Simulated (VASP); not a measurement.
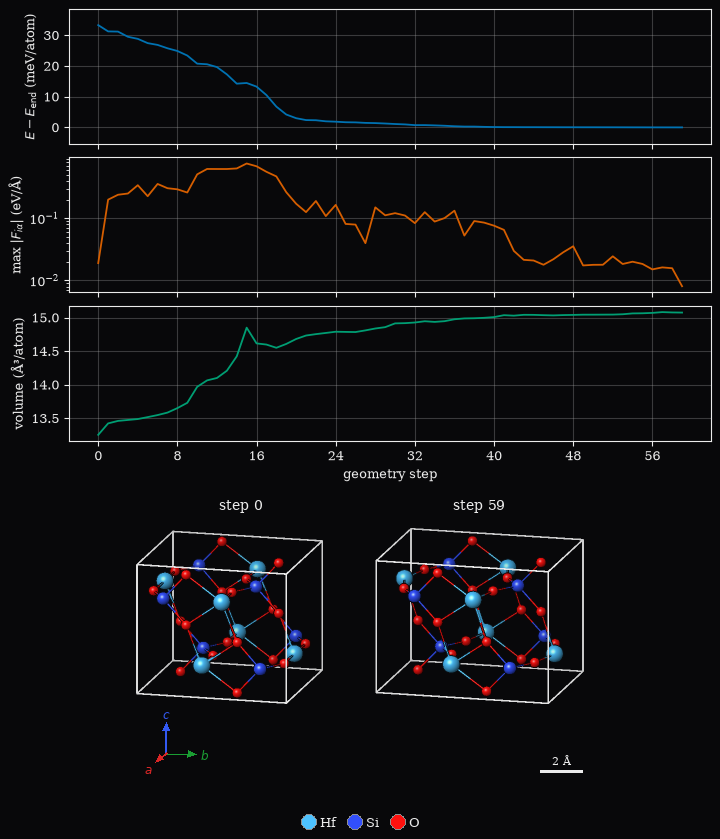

First and last geometry of a relaxation of a crystal of HfSiO$_{4}$ (a generated structure, set up in Cmcm), with the history of the run. Style: ball-and-stick. Shown: the conventional cell (2 times the calculation's cell), slightly off an axis. Lengths and directions refer to the drawn axes.

The run lets cell and atoms move.

The calculation used Kohn-Sham DFT of a periodic cell, PBE, VASP PAW PBE potentials, recommended in VASP.

Input
```
SYSTEM = HfSiO4
  PREC = Accurate
  ENCUT = 520
  EDIFF = 1E-7
  ISMEAR = 0
  SIGMA = 0.03
  LREAL = .False.
  LASPH = .True.
  NELM = 120
  ALGO = Normal
  ISIF = 3
  LWAVE = .False.
  LCHARG = .False.
  GGA = PE
  IBRION = 2
  NSW = 60
  EDIFFG = -0.005
  POTIM = 0.3
  KPAR = 4
```

Command:
```bash
cat potpaw_PBE.64/Hf_pv/POTCAR potpaw_PBE.64/Si/POTCAR potpaw_PBE.64/O/POTCAR > POTCAR
mpirun -np 4 vasp_std > vasp.out
```

Read the history and describe the run.

Answer. The relaxation stopped without meeting its thresholds, so the last structure isn't shown to be converged. The largest moves relative to the cell, 0.49 Å, are those of O atoms. Largest moves by element: O 0.49 Å, Si 0.40 Å, Hf 0.03 Å. The volume changes by +13.7 %, with a 6.776 → 6.555 Å (−3.3 %), b 7.383 → 8.504 Å (+15.2 %), c 6.357 → 6.490 Å (+2.1 %). Near-neighbour distances that change, for instance: Hf–Hf 3.327 → 3.420 Å, Hf–O 2.087 → 2.138 Å, Hf–O 2.022 → 1.989 Å, Hf–O 2.150 → 2.131 Å. Bond angles that change, for instance: O–Hf–O 178.6° → 152.0°, Hf–O–Si 148.0° → 161.1°, O–Hf–O 89.4° → 101.5°. The space group stays Cmcm (No. 63). The energy falls by 33.3 meV per atom in 59 geometry steps. The largest force component goes from 0.019 to 0.0081 eV/Å. Pressure: 1.79 GPa at the start and −0.02 GPa at the end. The volume changes by over a tenth within one run on a fixed set of plane waves, so the end point should be relaxed again from the new cell.

```tsv
step	E − E(0), meV/atom	largest force component, eV/Å	pressure, GPa	volume, Å³/atom
0	0.00	0.0190	1.79	13.253
1	-2.05	0.1988	-0.45	13.424
2	-2.11	0.2385	-0.92	13.461
3	-3.80	0.2496	-0.38	13.475
4	-4.47	0.3396	0.21	13.489
5	-5.87	0.2259	0.27	13.517
6	-6.45	0.3556	0.34	13.548
7	-7.54	0.3036	0.41	13.585
8	-8.42	0.2916	0.53	13.651
9	-9.91	0.2590	0.24	13.730
10	-12.55	0.5069	-0.59	13.969
13	-16.04	0.6179	-0.87	14.208
15	-18.84	0.7578	-1.08	14.850
18	-26.54	0.4700	1.27	14.550
20	-30.31	0.1711	0.36	14.681
23	-31.33	0.1082	-0.11	14.771
25	-31.63	0.0810	0.11	14.787
28	-31.91	0.1497	0.02	14.838
31	-32.33	0.1106	-0.37	14.917
33	-32.56	0.1253	0.38	14.946
36	-32.93	0.1322	0.02	14.975
38	-33.04	0.0901	-0.05	14.991
41	-33.22	0.0650	-0.04	15.036
44	-33.24	0.0209	-0.08	15.041
46	-33.25	0.0220	0.06	15.033
49	-33.27	0.0174	-0.02	15.044
51	-33.27	0.0179	0.02	15.044
54	-33.29	0.0200	-0.05	15.062
56	-33.30	0.0151	-0.05	15.070
59	-33.31	0.0081	-0.02	15.075
```
